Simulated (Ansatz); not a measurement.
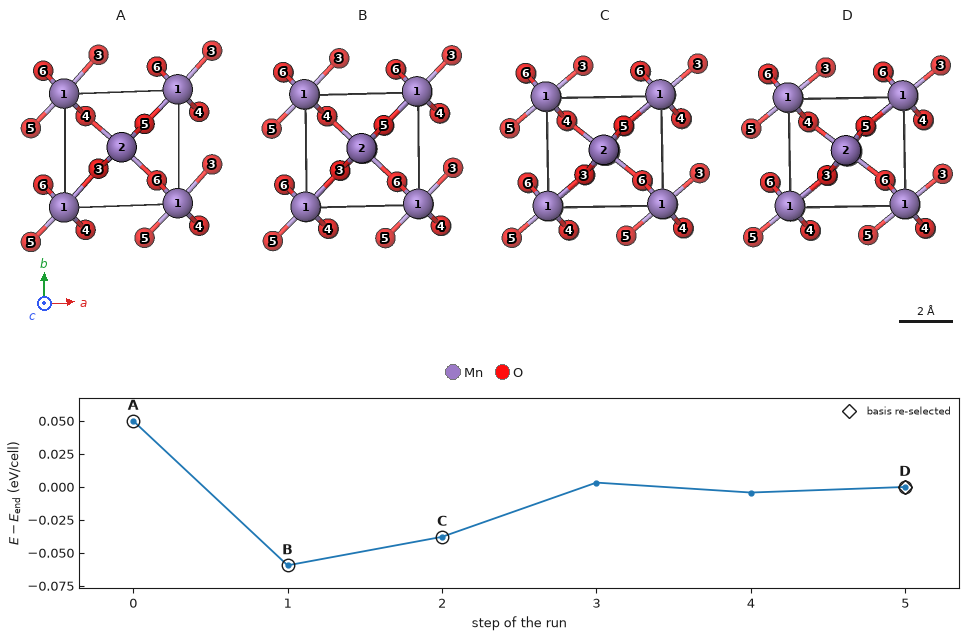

Frames of a relaxation of a crystal of MnO2 (a generated structure, set up in P1), marked on the history of the run. A ball-and-stick model of the cell of the calculation, seen along the c axis.

The start is a distorted structure.

Computed with DFT, PAW plane waves, r2SCAN (Ansatz). (plane-wave cutoff 500 eV; k-point mesh 4 × 4 × 6; occupations fermi dirac; smearing width 0.0101 eV; mesh shifted by (0, 0.5, 0); collinear spin; cell and atoms relaxed; at most 60 steps)

### Describe the path.

The atom that moves furthest relative to the cell is O3 (0.23 Å along [2 −3 0]). By element the largest moves are O 0.23 Å, Mn 0.07 Å. Cell: a 4.346 → 4.392 Å (+1.1 %), b 4.350 → 4.144 Å (−4.7 %), c 2.890 → 2.801 Å (−3.1 %), α 91.0° → 90.0°, β 88.9° → 90.0°, γ 87.9° → 90.0°. Volume −6.6 %. Some distances before and after: Mn1–O3 1.981 → 1.841 Å, Mn1–O6 1.954 → 1.842 Å, Mn1–O4 1.914 → 1.842 Å, Mn1–O6 (another image) 1.781 → 1.842 Å. Bond angles that change, for instance: Mn1–O5–Mn2 135.7° → 129.3°, O3–Mn1–O5 174.2° → 180.0°, O3–Mn2–O4 83.9° → 89.6°. The space group (tolerance 0.01 Å) goes from P1 (No. 1) to Pnnm (No. 58). Over 4 accepted moves (5 points after the start) the energy falls by 50.1 meV per cell of the calculation. With the target pressure of 20 GPa, the enthalpy E + pV changes by −0.499 eV per cell of the calculation. Largest force component: 1.5 eV/Å at the start, 0.001 eV/Å at the end. The pressure goes from 3.22 to 20.04 GPa. At 1 point the geometry stayed and the basis and grid were re-selected for the new cell (energy shift of 4.2 meV per cell of the calculation at most each time). The run took roughly 7 core-minutes on a shared host. From step 0 to 1: O3 moves most (0.06 Å), volume −3.6 %, energy −0.109 eV per cell of the calculation. From step 1 to 2: O3 moves most (0.15 Å), volume −2.5 %, energy +21.6 meV per cell of the calculation. From step 2 to 5: O atoms move most (0.02 Å), volume −0.6 %, energy +37.8 meV per cell of the calculation.

| step | E − E(0), meV/atom | largest force component, eV/Å | pressure, GPa | volume, Å³/atom | note |
| --- | --- | --- | --- | --- | --- |
| 0 | 0.00 | 1.4716 | 3.22 | 9.096 |  |
| 1 | -18.25 | 1.2485 | 12.94 | 8.769 |  |
| 2 | -14.65 | 0.0292 | 18.90 | 8.546 |  |
| 3 | -7.80 | 0.0114 | 20.14 | 8.487 |  |
| 4 | -9.05 | 0.0007 | 20.01 | 8.497 |  |
| 5 | -8.35 | 0.0010 | 20.04 | 8.497 | same geometry, new basis |
